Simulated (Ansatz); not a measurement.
## Run report: Co, geometry relaxation (part 1 of 2)

Co (P6₃/mmc, 2 atoms in the cell), computed with DFT PBEsol, scalar-relativistic, plane waves, PAW, spin-polarised (Ansatz 0.2.0).

The structure derives from an entry of the Crystallography Open Database. Figures and captions count atoms from 1; the log counts them from 0 in places.

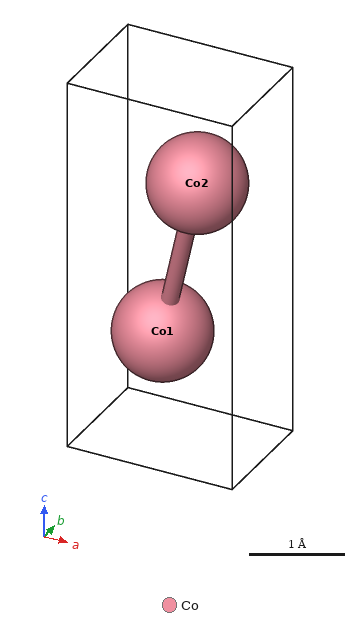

Fig. 1: The structure as given in the input (ball-and-stick view of the cell of the calculation, seen slightly off an axis; atoms are numbered from 1 in the order of the input). An atom can appear more than once, as a periodic image.

**The input**
```yaml
crystal:
  lattice:
    - [2.4579781582, 0.0, 0.0]
    - [-1.2289890791, 2.1286715269, 0.0]
    - [0.0, 0.0, 3.9606057558]
  atoms:
    - { symbol: Co, position: [0.3333333333, 0.6666666667, 0.25], spin: 1.78 }
    - { symbol: Co, position: [0.6666666667, 0.3333333333, 0.75], spin: 1.78 }
basis:
  ecutwfc: 420
kpoints:
  mp_grid: { grid: [18, 18, 10] }
hamiltonian:
  xc: pbesol
scf:
  occupations: { method: gaussian, width: 0.1 }
output:
  forces: true
  stress: true
  eigenvalues: true
  populations: true
  write_density: true
  write_potential: true
  elf: true
  volumetric_format: npy
magnetization:
  spin_polarized: true
relax:
  adjacent_minimum: "off"
  f_tol: 0.005
  max_steps: 80
  cell: { stress_tol: 0.05 }
```

Run as:
```bash
ansatz run input.yaml --threads 2 --pin off --max-ram 5120MiB --backend cpu --events-out ev --progress --plain --runs-dir out
```

**Log**
```
Engine: ansatz 0.2.0, x86_64-unknown-linux-gnu
Pseudopotentials: kind: paw
Pseudopotential: Co, paw, valence charge 17, recommended cutoff 420 eV (normal), Co.paw.azcp
Functional definition: PBEsol
  exchange = pbesol_x
  correlation = pbesol_c
Crystal: 2 atoms, lattice volume = 20.723 Å³
Basis set: ecut = 420 eV, 391 PW (Γ), exchange–correlation on 36×36×54 points (8 copies of the dense FFT grid, shifted against one another)
Bands: 23, of which v1, the nominal top of the filled ones, is band 17 counted from 1 (16 counted from 0)
Symmetry: 24 space group operations
Space group: P63/mmc (ITA 194), of the structure as read, at distance tolerance 2.7e-5 Å
Magnetic group: BNS 194.263 (UNI 1493), of the structure as read, at distance tolerance 2.7e-5 Å
k-points: 222 of 3240
Non-local potential: Co, projectors of the file, l = 0: 3, l = 1: 2, l = 2: 3, l = 3: 1
PAW form: soft (Blöchl's): semilocal exchange-correlation on the pseudo side does not see the compensation charge
PAW frozen core: Co, regenerated for the run's functional, and the local potential with it (the file was generated under x = pbe(κ = 0.804, μ = 0.2195149727645171), c = pbe(β = 0.06672455060314922))
PAW one-centre angular grid: Co, 590 points (default); XC on 64 Gauss nodes
Initial density: superposition of atomic densities (chi_scale 0.1, normalization cell)
Starting moments: Σ|m| = 3.56 μB on 2 of 2 sites
Initial wavefunctions: pseudopotential atomic-orbital guess
Functional: x = pbesol(κ = 0.804, μ = 0.12345679012345678), c = pbesol(β = 0.046)
SCF iter   1: F=—  HF=-10185.639850 eV  |F-HF|=—  |Δ(HF+E_count)|=         —  Δρ=1.12e-1 (↑5.79e-2 ↓1.12e-1)  dr2=3.37e0  dr2_m=1.48e-1  M=3.301 μB ∫|m|=3.425 μB  β_m=0.30  ethr=3.10e-3  ⟨swp⟩=4.7  Hψ=37290  notcnv=0
Mixer restart at iter 1: flushing history
preconditioner: auto → none  [metal: Δε(μ)=0.015 eV  Ē_g=9.472 eV  σ=0.100 eV  W_gap=0.09  n_scr=8 (ndim 8)  ℏωp=34.6 eV  f_vac=0.000  D(μ)=1.44/eV (n_scr^D=22)  sad-step TF]
SCF iter   2: F=—  HF=-10184.508492 eV  |F-HF|=—  |Δ(HF+E_count)|=    1.13e0  Δρ=4.46e-2 (↑1.27e-2 ↓4.46e-2)  dr2=2.51e-1  dr2_m=1.28e-1  M=3.310 μB ∫|m|=3.475 μB  β_m=0.36  ethr=3.10e-3  ⟨swp⟩=2.6  Hψ=21188  notcnv=0  defer=606
SCF iter   3: F=—  HF=-10185.125272 eV  |F-HF|=—  |Δ(HF+E_count)|=         —  Δρ=2.22e-2 (↑2.22e-2 ↓9.22e-3)  dr2=1.76e-2  dr2_m=4.10e-2  M=3.261 μB ∫|m|=3.468 μB  β_m=0.36  ethr=7.39e-4  ⟨swp⟩=2.1  Hψ=13756  notcnv=0  defer=606
Mixer restart at iter 3: flushing history
SCF iter   4: F=—  HF=-10185.528526 eV  |F-HF|=—  |Δ(HF+E_count)|=   4.03e-1  Δρ=1.36e-2 (↑1.36e-2 ↓4.79e-3)  dr2=9.54e-3  dr2_m=1.44e-2  M=3.231 μB ∫|m|=3.457 μB  β_m=0.59  ethr=5.19e-5  ⟨swp⟩=2.2  Hψ=18851  notcnv=0  defer=606
SCF iter   5: F=—  HF=-10185.942962 eV  |F-HF|=—  |Δ(HF+E_count)|=   4.14e-1  Δρ=5.87e-3 (↑5.48e-3 ↓5.87e-3)  dr2=1.65e-2  dr2_m=5.58e-4  M=3.171 μB ∫|m|=3.435 μB  β_m=0.79  ethr=2.81e-5  ⟨swp⟩=2.0  Hψ=20532  notcnv=0  defer=590
SCF iter   6: F=—  HF=-10185.991499 eV  |F-HF|=—  |Δ(HF+E_count)|=   4.85e-2  Δρ=6.21e-3 (↑6.21e-3 ↓3.95e-3)  dr2=8.67e-3  dr2_m=3.79e-4  M=3.153 μB ∫|m|=3.427 μB  β_m=0.68  ethr=2.81e-5  ⟨swp⟩=2.0  Hψ=20753  notcnv=0  defer=564
SCF iter   7: F=—  HF=-10185.989286 eV  |F-HF|=—  |Δ(HF+E_count)|=   2.21e-3  Δρ=1.64e-3 (↑1.45e-3 ↓1.64e-3)  dr2=1.11e-3  dr2_m=2.06e-5  M=3.148 μB ∫|m|=3.426 μB  β_m=0.73  ethr=2.55e-5  ⟨swp⟩=2.8  Hψ=20922  notcnv=0  defer=580
SCF iter   8: F=—  HF=-10185.990672 eV  |F-HF|=—  |Δ(HF+E_count)|=   1.39e-3  Δρ=4.73e-4 (↑3.38e-4 ↓4.73e-4)  dr2=7.69e-5  dr2_m=2.32e-6  M=3.144 μB ∫|m|=3.425 μB  β_m=0.86  ethr=3.28e-6  ⟨swp⟩=2.0  Hψ=14105  notcnv=0  defer=578
SCF iter   9: F=—  HF=-10185.990740 eV  |F-HF|=—  |Δ(HF+E_count)|=   6.83e-5  Δρ=3.47e-5 (↑3.47e-5 ↓1.91e-5)  dr2=1.04e-7  dr2_m=3.64e-8  M=3.143 μB ∫|m|=3.424 μB  β_m=0.77  ethr=2.26e-7  ⟨swp⟩=2.0  Hψ=16926  notcnv=0  defer=574
SCF iter  10: F=—  HF=-10185.990741 eV  |F-HF|=—  |Δ(HF+E_count)|=   1.57e-7  Δρ=8.54e-6 (↑8.54e-6 ↓3.83e-6)  dr2=5.11e-9  dr2_m=1.88e-9  M=3.143 μB ∫|m|=3.424 μB  β_m=0.87  ethr=3.07e-10  ⟨swp⟩=2.3  Hψ=15960  notcnv=0  defer=574
SCF iter  11: F=-10185.990741 eV  HF=-10185.990741 eV  |F-HF|=4.17e-10  |Δ(HF+E_count)|=  1.82e-10  Δρ=1.27e-6 (↑6.79e-7 ↓1.27e-6)  dr2=3.97e-10  dr2_m=2.89e-11  M=3.143 μB ∫|m|=3.424 μB  ethr=1.50e-11  ⟨swp⟩=6.9  Hψ=57894  notcnv=0
SCF 1 converged in 11 iterations: F = -10185.990741 eV  dr2 = 3.97e-10
  greatest PAW one-centre occupation: 1.001 electrons in one spin orbital (limit 2), on the Co atom at site 1 (counted from 0), in its partial waves of l = 1
relax step   1: F+E_penalty+E_count = -10185.99074060 eV  Δ(F+E_penalty+E_count) = +0.000e0 eV  max|allowed force component| = 9.252e-18 eV/Å  Δτ_max = 0.0000 Å  P = +0.240 GPa  Ω = 20.723 Å³  (11 SCF iters, dr2 threshold 1.00e-7 eV, accepted)
Crystal: 2 atoms, lattice volume = 20.732 Å³
Initial density: handed on by an earlier stage of this run
Starting moments: Σ|m| = 3.56 μB on 2 of 2 sites; this step starts from the density that it was given
Initial wavefunctions: those handed on with the density
iter 1 solved again at ethr=1.64e-8 eV; its pass at ethr=3.10e-3 eV (dr2=5.58e-6 eV) is discarded
SCF iter   1: F=—  HF=-10185.990819 eV  |F-HF|=—  |Δ(HF+E_count)|=         —  Δρ=1.97e-4 (↑1.97e-4 ↓1.04e-4)  dr2=7.46e-6  dr2_m=2.01e-6  M=3.144 μB ∫|m|=3.425 μB  β_m=0.65  ethr=1.64e-8  ⟨swp⟩=2.1  Hψ=47963  notcnv=0
preconditioner: auto → none  [metal: Δε(μ)=0.008 eV  Ē_g=9.860 eV  σ=0.100 eV  W_gap=0.04  n_scr=2 (ndim 8)  ℏωp=34.6 eV  f_vac=0.000  D(μ)=1.65/eV (n_scr^D=22)]
SCF iter   2: F=—  HF=-10185.990819 eV  |F-HF|=—  |Δ(HF+E_count)|=   9.30e-8  Δρ=1.68e-4 (↑1.38e-4 ↓1.68e-4)  dr2=9.14e-6  dr2_m=1.46e-7  M=3.144 μB ∫|m|=3.425 μB  β_m=0.30  ethr=1.64e-8  ⟨swp⟩=2.0  Hψ=17866  notcnv=0
SCF iter   3: F=—  HF=-10185.990817 eV  |F-HF|=—  |Δ(HF+E_count)|=   1.88e-6  Δρ=6.77e-5 (↑3.97e-5 ↓6.77e-5)  dr2=2.95e-7  dr2_m=4.62e-7  M=3.144 μB ∫|m|=3.425 μB  β_m=0.52  ethr=1.64e-8  ⟨swp⟩=2.6  Hψ=16811  notcnv=0
SCF iter   4: F=—  HF=-10185.990819 eV  |F-HF|=—  |Δ(HF+E_count)|=   1.39e-6  Δρ=2.39e-5 (↑6.76e-6 ↓2.39e-5)  dr2=9.61e-8  dr2_m=2.77e-8  M=3.144 μB ∫|m|=3.426 μB  β_m=0.76  ethr=8.69e-10  ⟨swp⟩=2.0  Hψ=15916  notcnv=0
SCF iter   5: F=-10185.990819 eV  HF=-10185.990819 eV  |F-HF|=3.64e-8  |Δ(HF+E_count)|=   3.37e-7  Δρ=1.24e-5 (↑6.51e-6 ↓1.24e-5)  dr2=4.38e-8  dr2_m=1.83e-9  M=3.145 μB ∫|m|=3.426 μB  ethr=2.83e-10  ⟨swp⟩=5.1  Hψ=56893  notcnv=0
SCF 2 converged in 5 iterations: F = -10185.990819 eV  dr2 = 4.38e-8
relax step   2: F+E_penalty+E_count = -10185.99081896 eV  Δ(F+E_penalty+E_count) = -7.835e-5 eV  max|allowed force component| = 7.401e-17 eV/Å  Δτ_max = 0.0000 Å  P = +0.127 GPa  Ω = 20.732 Å³  energy of the carried Pulay correction = -1.274e-5 eV  (5 SCF iters, dr2 threshold 2.00e-7 eV, accepted)
Crystal: 2 atoms, lattice volume = 20.743 Å³
iter 1 solved again at ethr=1.98e-8 eV; its pass at ethr=3.10e-3 eV (dr2=6.74e-6 eV) is discarded
SCF iter   1: F=—  HF=-10185.990850 eV  |F-HF|=—  |Δ(HF+E_count)|=         —  Δρ=2.30e-4 (↑2.30e-4 ↓1.37e-4)  dr2=9.56e-6  dr2_m=3.46e-6  M=3.146 μB ∫|m|=3.427 μB  β_m=0.65  ethr=1.98e-8  ⟨swp⟩=2.4  Hψ=49730  notcnv=0
preconditioner: auto → none  [metal: Δε(μ)=0.009 eV  Ē_g=9.860 eV  σ=0.100 eV  W_gap=0.05  n_scr=2 (ndim 8)  ℏωp=34.6 eV  f_vac=0.000  D(μ)=1.65/eV (n_scr^D=22)]
SCF iter   2: F=—  HF=-10185.990850 eV  |F-HF|=—  |Δ(HF+E_count)|=   1.53e-7  Δρ=1.90e-4 (↑1.35e-4 ↓1.90e-4)  dr2=1.02e-5  dr2_m=3.21e-7  M=3.146 μB ∫|m|=3.427 μB  β_m=0.39  ethr=1.98e-8  ⟨swp⟩=2.0  Hψ=17856  notcnv=0
SCF iter   3: F=—  HF=-10185.990848 eV  |F-HF|=—  |Δ(HF+E_count)|=   1.47e-6  Δρ=6.93e-5 (↑6.20e-5 ↓6.93e-5)  dr2=3.46e-7  dr2_m=6.88e-7  M=3.146 μB ∫|m|=3.428 μB  β_m=0.51  ethr=1.98e-8  ⟨swp⟩=3.0  Hψ=18111  notcnv=0
SCF iter   4: F=—  HF=-10185.990850 eV  |F-HF|=—  |Δ(HF+E_count)|=   1.33e-6  Δρ=3.10e-5 (↑7.57e-6 ↓3.10e-5)  dr2=1.08e-7  dr2_m=5.79e-8  M=3.147 μB ∫|m|=3.428 μB  β_m=0.76  ethr=1.02e-9  ⟨swp⟩=2.5  Hψ=15234  notcnv=0
SCF iter   5: F=-10185.990850 eV  HF=-10185.990850 eV  |F-HF|=7.05e-8  |Δ(HF+E_count)|=   5.23e-7  Δρ=1.84e-5 (↑8.10e-6 ↓1.84e-5)  dr2=8.91e-8  dr2_m=5.74e-9  M=3.147 μB ∫|m|=3.428 μB  ethr=3.16e-10  ⟨swp⟩=5.1  Hψ=57401  notcnv=0
SCF 3 converged in 5 iterations: F = -10185.990850 eV  dr2 = 8.91e-8
relax step   3: F+E_penalty+E_count = -10185.99085023 eV  Δ(F+E_penalty+E_count) = -3.127e-5 eV  max|allowed force component| = 1.850e-17 eV/Å  Δτ_max = 0.0000 Å  P = +0.012 GPa  Ω = 20.743 Å³  energy of the carried Pulay correction = -2.614e-5 eV  (5 SCF iters, dr2 threshold 2.00e-7 eV, accepted)
Initial wavefunctions: pseudopotential atomic-orbital guess (no wavefunctions were taken with the density)
iter 1 solved again at ethr=4.62e-9 eV; its pass at ethr=3.10e-3 eV (dr2=1.57e-6 eV) is discarded
SCF iter   1: F=—  HF=-10185.990878 eV  |F-HF|=—  |Δ(HF+E_count)|=         —  Δρ=1.42e-5 (↑9.02e-6 ↓1.42e-5)  dr2=3.85e-8  dr2_m=4.15e-9  M=3.147 μB ∫|m|=3.428 μB  β_m=0.65  ethr=4.62e-9  ⟨swp⟩=3.9  Hψ=71599  notcnv=0
preconditioner: auto → none  [metal: Δε(μ)=0.010 eV  Ē_g=9.860 eV  σ=0.100 eV  W_gap=0.06  n_scr=2 (ndim 8)  ℏωp=34.6 eV  f_vac=0.000  D(μ)=1.65/eV (n_scr^D=22)]
SCF iter   2: F=—  HF=-10185.990878 eV  |F-HF|=—  |Δ(HF+E_count)|=   7.43e-9  Δρ=8.34e-6 (↑8.34e-6 ↓1.46e-6)  dr2=6.81e-9  dr2_m=3.01e-9  M=3.147 μB ∫|m|=3.428 μB  β_m=0.47  ethr=1.13e-10  ⟨swp⟩=2.2  Hψ=17844  notcnv=0
SCF iter   3: F=—  HF=-10185.990878 eV  |F-HF|=—  |Δ(HF+E_count)|=   4.20e-9  Δρ=5.68e-6 (↑2.55e-6 ↓5.68e-6)  dr2=6.63e-9  dr2_m=7.16e-10  M=3.147 μB ∫|m|=3.428 μB  β_m=0.46  ethr=2.00e-11  ⟨swp⟩=2.0  Hψ=17856  notcnv=0
SCF iter   4: F=—  HF=-10185.990878 eV  |F-HF|=—  |Δ(HF+E_count)|=   2.23e-9  Δρ=1.29e-6 (↑1.10e-6 ↓1.29e-6)  dr2=8.07e-11  dr2_m=1.99e-10  M=3.147 μB ∫|m|=3.428 μB  β_m=0.73  ethr=1.95e-11  ⟨swp⟩=2.0  Hψ=13986  notcnv=0
SCF iter   5: F=—  HF=-10185.990878 eV  |F-HF|=—  |Δ(HF+E_count)|=  8.91e-10  Δρ=1.99e-7 (↑1.32e-7 ↓1.99e-7)  dr2=6.53e-12  dr2_m=2.44e-12  M=3.147 μB ∫|m|=3.428 μB  β_m=0.87  ethr=1.00e-12  ⟨swp⟩=2.3  Hψ=17248  notcnv=0
SCF iter   6: F=—  HF=-10185.990878 eV  |F-HF|=—  |Δ(HF+E_count)|=  4.37e-11  Δρ=1.42e-7 (↑4.78e-8 ↓1.42e-7)  dr2=3.90e-12  dr2_m=5.24e-13  M=3.147 μB ∫|m|=3.428 μB  β_m=0.93  ethr=1.00e-12  ⟨swp⟩=1.0  Hψ=10212  notcnv=0
SCF iter   7: F=-10185.990878 eV  HF=-10185.990878 eV  |F-HF|=1.82e-12  |Δ(HF+E_count)|=  7.28e-12  Δρ=5.06e-8 (↑3.63e-8 ↓5.06e-8)  dr2=8.49e-13  dr2_m=1.86e-14  M=3.147 μB ∫|m|=3.428 μB  ethr=1.00e-12  ⟨swp⟩=3.9  Hψ=39506  notcnv=0
SCF 4 converged in 7 iterations: F = -10185.990878 eV  dr2 = 8.49e-13
relax step   4: F+E_penalty+E_count = -10185.99087833 eV  Δ(F+E_penalty+E_count) = -2.810e-5 eV  max|allowed force component| = 3.238e-17 eV/Å  Δτ_max = 0.0000 Å  P = +0.017 GPa  Ω = 20.743 Å³  stress off target by 2.13e-2 GPa  SCF on the basis re-selected at this cell (its energy is not comparable with the rows above)  (7 SCF iters)
```

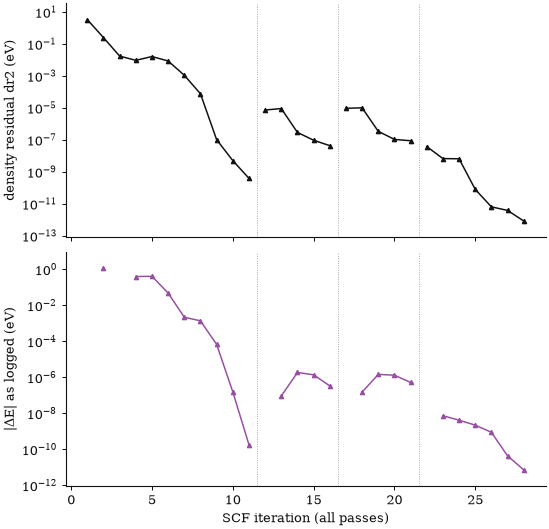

Fig. 2: Convergence of the self-consistent field: density residual dr2 and size of the energy change against the SCF iteration. The dotted lines part the SCF passes of the relaxation: geometry steps, rejected trials and re-solves on a re-selected basis. The passes take 11, 5, 5 and 7 iterations.
